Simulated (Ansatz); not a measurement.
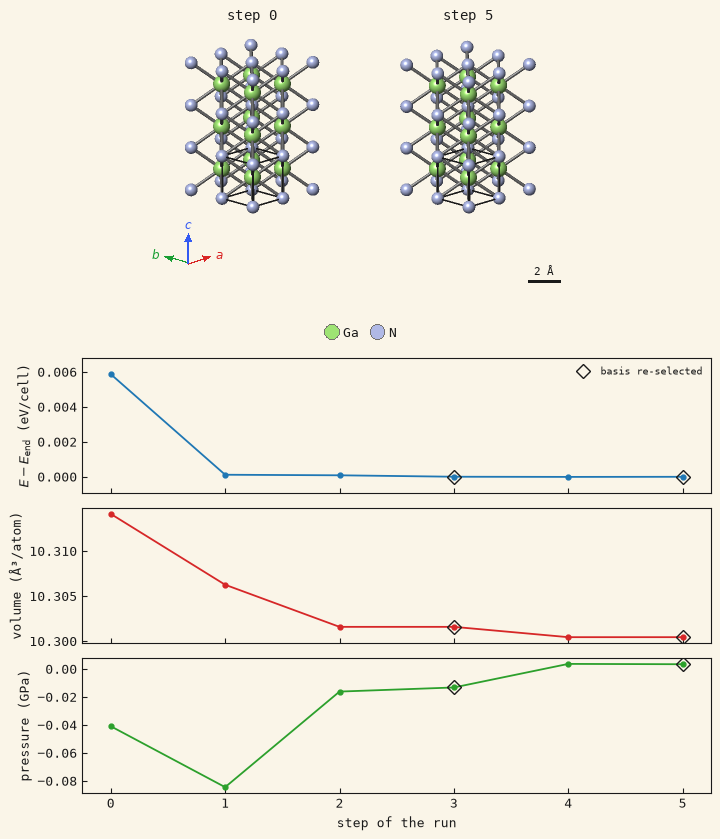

First and last geometry of a relaxation of a crystal of GaN (built on the CuAu (L1_0)_123 type), with the history of the run. A ball-and-stick model of the cell of the calculation, repeated 2 × 2 × 3 with one cell outlined, seen from a free direction.

Case: CuAu (L1_0) type (P4/mmm, No. 123).

Computed with Ansatz, DFT PBE, scalar-relativistic, plane waves, PAW. Set-up: plane-wave cutoff 420 eV; k-point mesh 20 × 20 × 20; occupations gaussian; smearing width 0.1 eV; no spin polarisation; cell and atoms relaxed; force threshold 0.01 eV/Å; at most 80 steps.

Read the history and describe the run.

Answer. It converged. Over 3 accepted moves (5 points after the start) the energy falls by 5.9 meV per cell of the calculation. All forces vanish by symmetry, so only the cell relaxes. The pressure goes from −0.04 to 0.00 GPa. The SCF was repeated twice at an unchanged geometry on a basis and grid sized afresh for the cell, which shifted the energy by 0.1 meV per cell of the calculation at most. The atoms keep their places relative to the cell (all moves are under 0.005 Å). Cell: a = b 2.718 → 2.741 Å (+0.8 %), c 2.791 → 2.741 Å (−1.8 %). Volume −0.1 %. The space group (tolerance 0.01 Å) goes from P4/mmm (No. 123) to Pm-3m (No. 221). Cost: 38 s on 1 thread of Intel(R) Xeon(R) 6975P-C (Granite Rapids), on a shared host, peak memory 0.54 GiB.

| step | E − E(0), meV/atom | pressure, GPa | volume, Å³/atom | note |
| --- | --- | --- | --- | --- |
| 0 | 0.00 | -0.04 | 10.314 |  |
| 1 | -2.88 | -0.08 | 10.306 |  |
| 2 | -2.89 | -0.02 | 10.302 |  |
| 3 | -2.93 | -0.01 | 10.302 | same geometry, new basis |
| 4 | -2.94 | 0.00 | 10.300 |  |
| 5 | -2.94 | 0.00 | 10.300 | same geometry, new basis |
